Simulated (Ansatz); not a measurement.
# Ti: what the fields show

The calculation's input:

```
crystal:
  lattice:
    - [2.9382568836, 0.0, 0.0]
    - [-1.4691284418, 2.544605104, 0.0]
    - [0.0, 0.0, 9.3011146031]
  atoms:
    - { symbol: Ti, position: [0.2649254276, 0.6666666667, 0.125] }
    - { symbol: Ti, position: [0.4017412391, 0.6666666667, 0.625] }
    - { symbol: Ti, position: [0.6119403421, 0.3333333333, 0.375] }
    - { symbol: Ti, position: [0.7213929913, 0.3333333333, 0.875] }
basis:
  ecutwfc: 520.0
kpoints:
  mp_grid: { grid: [18, 18, 6] }
hamiltonian:
  xc: pbe
  pseudopotentials: { kind: paw, azcp: { folder: soft_1 } }
scf:
  occupations: { method: gaussian, width: 0.15 }
output:
  forces: true
  stress: true
  eigenvalues: true
  write_density: true
  write_potential: true
  elf: true
  volumetric_format: npy
```

Command:

```sh
ansatz run input.yaml --threads 4 --pin off --max-ram 8192MiB --backend cpu --events-out ev --progress --plain --runs-dir out
```

Below, planes, directions and counts refer to the conventional cell (a = 5.09 Å, b = 2.94 Å, c = 9.30 Å, α = 90.00°, β = 90.00°, γ = 90.00°).

Space group Cc; not relaxed (largest force 0.3 eV/Å); computed without spin polarisation; PAW files of the earlier set (soft_1).

Method: Ansatz, DFT PBE, scalar-relativistic, plane waves, PAW.

The density is the valence pseudo-density of a PAW calculation; it isn't the true density close to the nuclei.

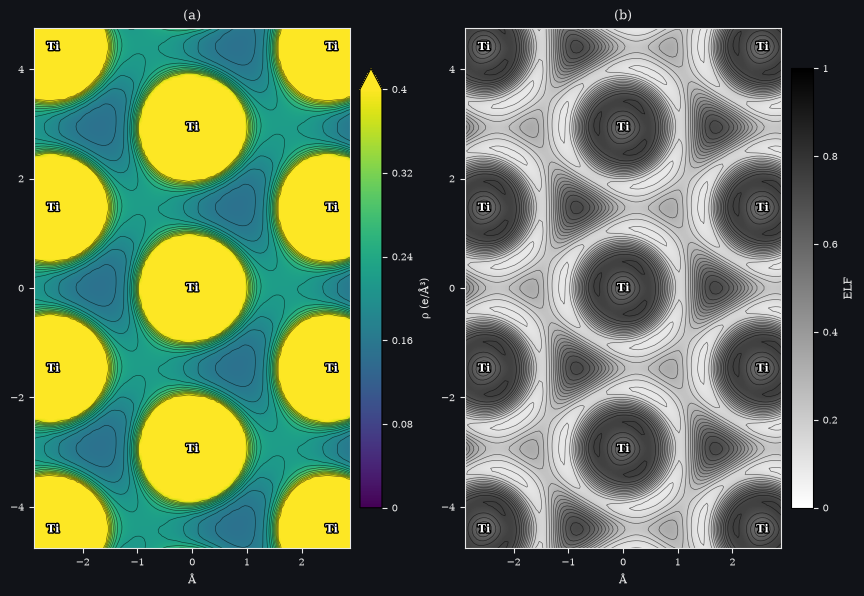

Figure 1. (a) valence charge density (pseudo); (b) ELF on the (001) plane of the conventional cell.

Interpret the plot.

Answer. The plane passes through Ti nuclei. Between the atoms the lowest density in this plane is 0.15 e/Å³. The ELF has a maximum of about 0.70 in the space between the atoms, on no atom or two-centre bond. The features right at Ti lie inside the PAW spheres, where the map follows smoothed inner orbitals and isn't to be read closely.

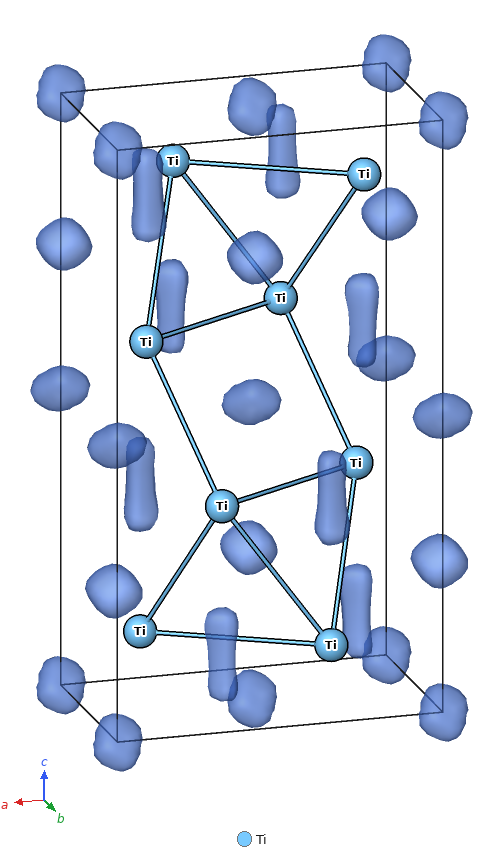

Figure 2. Isosurface of the electron localisation function at 0.65 (blue), seen at an oblique angle. Core shells and regions of very low density are left out. Sticks mark near contacts.

Where are the electrons localised?

Answer. At this value the surface marks out 16 pockets between the atoms, centred on no nucleus (multi-centre or interstitial), counted in one cell of 8 atoms. Regions shared between cells count once. There are no localised bonds or lone pairs at this value.


Ti–Ti (2.71 Å): the ELF is about 0.15 at the midpoint (no shared electron pair shows on this line). Ti–Ti (2.86 Å): the ELF is about 0.20 at the midpoint (no shared electron pair shows on this line).

Does the calculation give a band gap?

Answer. It is gapless in this calculation (a metal or semimetal).
